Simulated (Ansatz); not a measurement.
**Single-point calculation of MnSn2 (part 2 of 2)**

MnSn2 (I4/mcm, 6 atoms in the cell); DFT PBEsol, scalar-relativistic, plane waves, PAW, spin-polarised (Ansatz 0.2.0); cutoff 420 eV, 8×8×8 k-mesh, Gaussian smearing of 0.1 eV, collinear spins. The structure derives from an entry of the Crystallography Open Database. It belongs to a series of runs on one base structure; here: antiferromagnetic in the cell, signs +-.

Geometry of the input (Å; fractional positions):
```
-3.3230  3.3230  2.7125
3.3230  -3.3230  2.7125
3.3230  3.3230  -2.7125
Mn 0.7500  0.7500  0.0000
Mn 0.2500  0.2500  0.0000
Sn 0.1590  0.6590  0.8180
Sn 0.6590  0.8410  0.5000
Sn 0.8410  0.3410  0.1820
Sn 0.3410  0.1590  0.5000
```

Output, continued:
```
  k-point 1 ↑: bands = ["-66.5165", "-63.5641", "-35.4429", "-35.3823", "-35.3823", "-32.5264", "-32.4910", "-32.4910", "-7.7012", "-7.6772", "-7.6733", "-7.6515", "-7.6348", "-7.6344", "-7.6261", "-7.6072", "-7.5882", "-7.5659", "-7.5361", "-7.5323", "-7.5304", "-7.5027", "-7.5025", "-7.4987", "-7.4963", "-7.4717", "-7.4588", "-7.4470", "2.2774", "6.9739", "8.0994", "8.4231", "9.8394", "10.2669", "10.7832", "10.9391", "10.9864", "11.3981", "11.4129", "11.7297", "12.0782", "12.4830", "12.8101", "13.0650", "13.3115", "13.7946", "14.8286", "15.1679", "15.3906", "15.4321", "17.1999", "17.2357", "17.5052", "19.5838", "20.0304", "21.3884", "22.6569"]
  k-point 2 ↑: bands = ["-66.5165", "-63.5641", "-35.4430", "-35.3824", "-35.3823", "-32.5264", "-32.4911", "-32.4910", "-7.7209", "-7.7002", "-7.6798", "-7.6434", "-7.6321", "-7.6266", "-7.6266", "-7.5846", "-7.5845", "-7.5538", "-7.5470", "-7.5380", "-7.5327", "-7.5033", "-7.5025", "-7.4901", "-7.4870", "-7.4799", "-7.4571", "-7.4431", "2.6039", "6.0610", "7.7592", "8.4889", "9.8594", "10.3472", "10.4889", "10.6575", "11.2868", "11.3966", "11.4720", "11.5860", "12.1385", "12.7838", "13.1409", "13.4168", "13.7149", "14.4890", "15.1023", "15.2447", "15.7342", "15.7578", "16.7307", "16.7977", "17.7520", "20.0017", "20.2980", "20.6087", "22.4913"]
  k-point 58 ↓: bands = ["-66.5164", "-63.5641", "-35.4430", "-35.3824", "-35.3824", "-32.5265", "-32.4912", "-32.4912", "-7.7464", "-7.7337", "-7.7319", "-7.6656", "-7.6057", "-7.6057", "-7.5806", "-7.5806", "-7.5718", "-7.5718", "-7.5632", "-7.5394", "-7.5084", "-7.4926", "-7.4863", "-7.4746", "-7.4746", "-7.4708", "-7.4588", "-7.4588", "5.2113", "5.3645", "5.3645", "6.9210", "7.7665", "8.3366", "10.6780", "10.6780", "11.3033", "11.6312", "11.9441", "12.9814", "13.7352", "13.8685", "13.8685", "14.4895", "14.9812", "15.0280", "16.0739", "16.0739", "16.6819", "16.8873", "16.8873", "18.6421", "18.6421", "19.2333", "19.7073", "21.4439", "21.9370"]
--- Löwdin populations: 6 sites ---
  site symbol       q [e]    m [muB]
     0     Mn     14.4783     2.9437
     1     Mn     14.4782    -2.9437
     2     Sn     14.1620     0.0000
     3     Sn     14.1620     0.0000
     4     Sn     14.1620     0.0000
     5     Sn     14.1620     0.0000
  spilling = 0.004600 (of n_electrons = 86.000000)
```

File populations.tsv:
```
# site	symbol	l	j	q_up	q_dn
# orbitals = lowdin
# n_electrons = 86.000000
# spilling = 0.004600
0	Mn	0_3S	-	0.998906	0.999092
0	Mn	0_4S	-	0.299635	0.242636
0	Mn	1_3P	-	2.997499	2.997503
0	Mn	2_3D	-	4.414954	1.528026
1	Mn	0_3S	-	0.999092	0.998906
1	Mn	0_4S	-	0.242636	0.299635
1	Mn	1_3P	-	2.997503	2.997499
1	Mn	2_3D	-	1.528019	4.414947
2	Sn	0_5S	-	0.788875	0.788875
2	Sn	1_5P	-	1.295716	1.295716
2	Sn	2_4D	-	4.996401	4.996401
3	Sn	0_5S	-	0.788875	0.788875
3	Sn	1_5P	-	1.295716	1.295716
3	Sn	2_4D	-	4.996401	4.996401
4	Sn	0_5S	-	0.788875	0.788875
4	Sn	1_5P	-	1.295716	1.295716
4	Sn	2_4D	-	4.996401	4.996401
5	Sn	0_5S	-	0.788875	0.788875
5	Sn	1_5P	-	1.295716	1.295716
5	Sn	2_4D	-	4.996401	4.996401
```

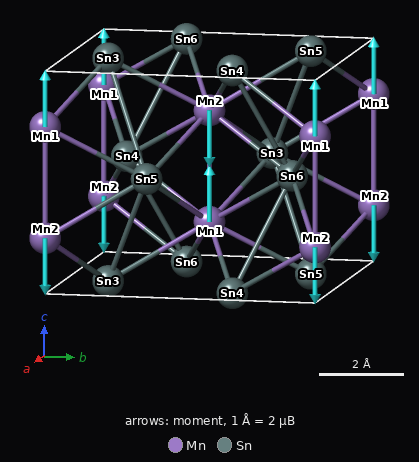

Fig. 1: Magnetic moments of the sites as teal arrows (ball-and-stick view of the cell 2 times as large as that of the calculation, set on its symmetry axes, seen slightly off an axis; atoms are numbered from 1 in the order of the input); small moments hardly show. The run is collinear, so the axis drawn is arbitrary. Site moments: Mn1 (2.79 μB); Mn2 (−2.79 μB). They are counted near the atoms and needn't add up to the moment of the cell.

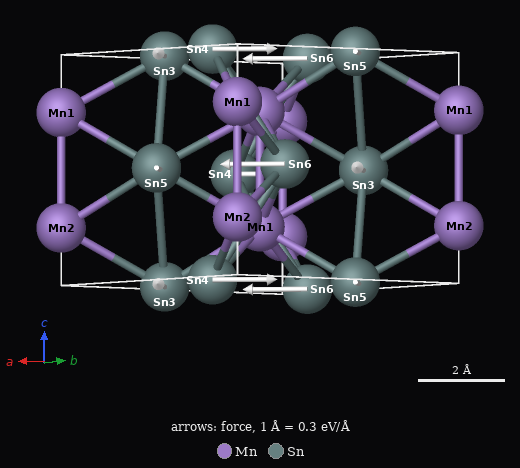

Fig. 2: Forces on the atoms as white arrows (ball-and-stick view of the cell 2 times as large as that of the calculation, set on its symmetry axes, seen at an oblique angle; atoms are numbered from 1 in the order of the input). The largest act on all 4 Sn atoms (0.46 eV/Å). The geometry is not a stationary point of this energy.

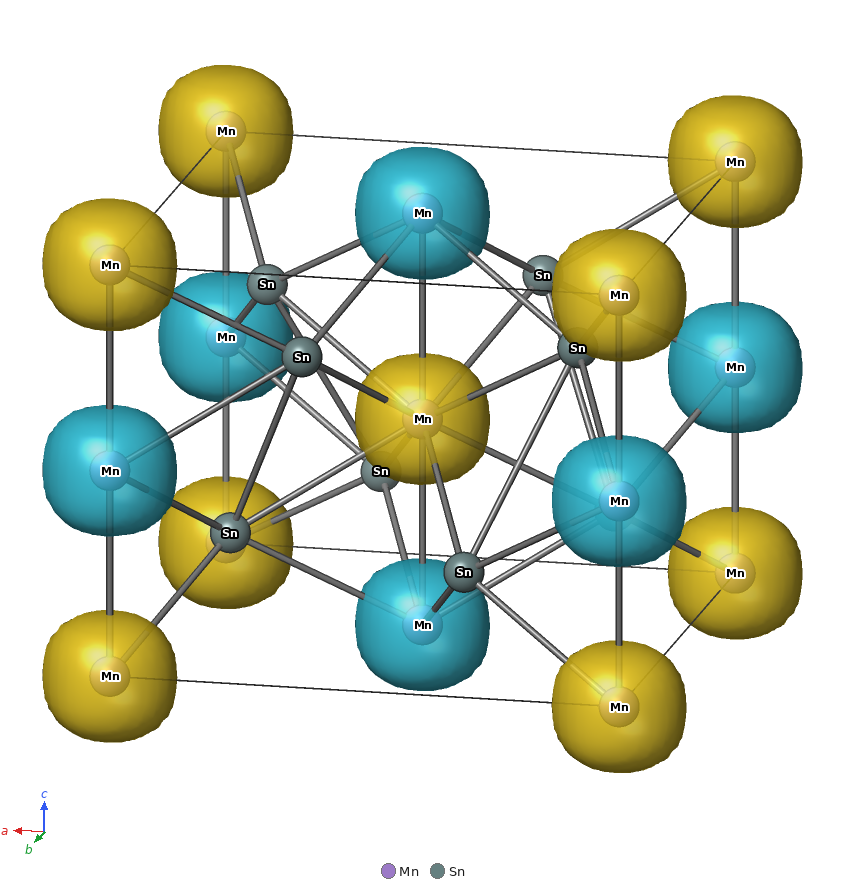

Fig. 3: Isosurfaces of the spin density (up minus down) at +0.2 (yellow) and −0.2 e/Å³ (cyan), seen at an oblique angle. Sticks mark near contacts. The outline is the cell set on symmetry axes of the magnetic structure. The cell of the calculation (6 atoms) carries 0.0 μB net. In a PAW calculation such maps are meaningful between the atoms, not at the nuclei.

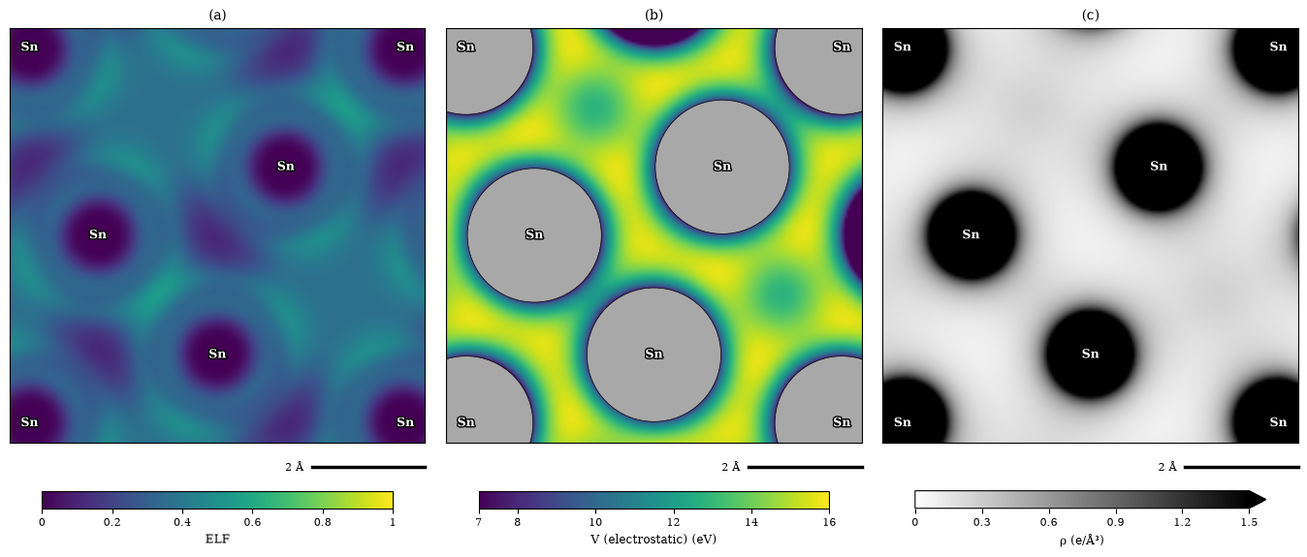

Fig. 4: (a) ELF; (b) electrostatic potential energy of an electron; (c) valence electron density on the (001) plane of the conventional cell of the magnetic structure. Grey discs, where drawn, cover atomic cores. The section cuts through Sn sites. Sn–Sn (2.99 Å): ρ at the midpoint is about 0.27 e/Å³; the ELF is about 0.55 at the midpoint, as expected for metallic bonding. Away from the nuclei the density in this plane falls to 0.09 e/Å³ at its lowest. Outside the cores the potential energy rises away from the atoms and is highest about 1.8 Å from the nearest atoms; outside the discs it spans about 8 eV, and its zero is arbitrary.

Results in brief:

```tsv
quantity	value
outcome	converged
space group (tolerance 0.01 Å)	I4/mcm (140)
electrons treated	86
free energy	−31536.4058 eV
Fermi energy	13.644 eV
gap on the k-point mesh	none (metallic)
net moment of the cell	0.00 μB
integrated absolute moment	6.32 μB
pressure	−2.38 GPa
largest force (length of the vector)	0.462 eV/Å
wall time	2.7 min
peak memory	0.85 GiB
```
